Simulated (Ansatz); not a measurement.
Given this structure:

```yaml
crystal:
  lattice:
    - [2.91019, 0.00000, 0.00000]
    - [-1.45510, 2.52030, 0.00000]
    - [0.00000, 0.00000, 4.74374]
  atoms:
    - { symbol: Ga, position: [0.66667, 0.33333, 0.03521] }
    - { symbol: Ga, position: [0.33333, 0.66667, 0.53521] }
    - { symbol: N, position: [0.66667, 0.33333, 0.58979] }
    - { symbol: N, position: [0.33333, 0.66667, 0.08979] }
```

Q: What does this file describe?

A: It has the composition GaN. The symmetry is that of P6_3mc (No. 186), on a primitive hexagonal lattice. This arrangement goes by the name wurtzite. It has 4 atoms to the cell (2 Ga, 2 N). Counting atoms within bonding range gives coordination numbers of Ga 4 and N 4.

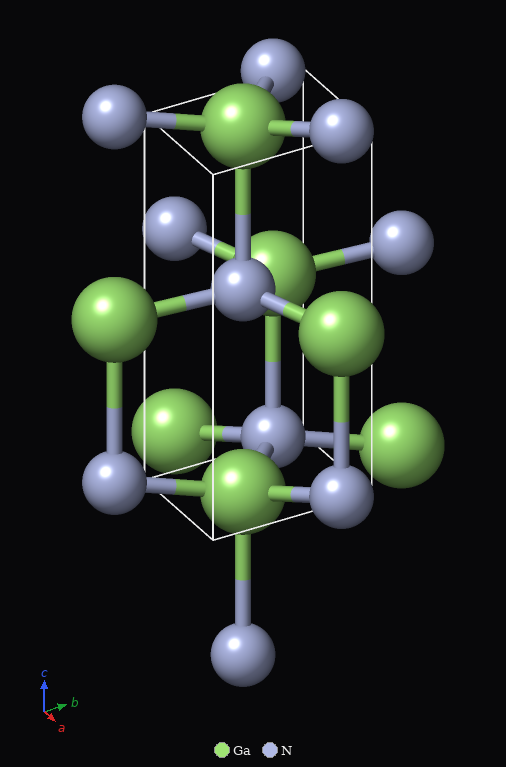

The structure above is drawn in ball-and-stick style and viewed slightly off an axis. The conventional unit cell is drawn as a box. Neighbours across the faces are drawn wherever a bond reaches them.

The initial geometry was a structure listed in the Materials Project, with elements exchanged, so it need not be a known form of the compound. The cell was then strained or its atoms displaced on purpose. Ansatz was used for an electronic-structure calculation on it.

At this level of theory the cell isn't at rest (compressed, at 115 GPa and forces up to 2.6 eV/Å), so its distances can differ from those at equilibrium, the more so the softer the solid.
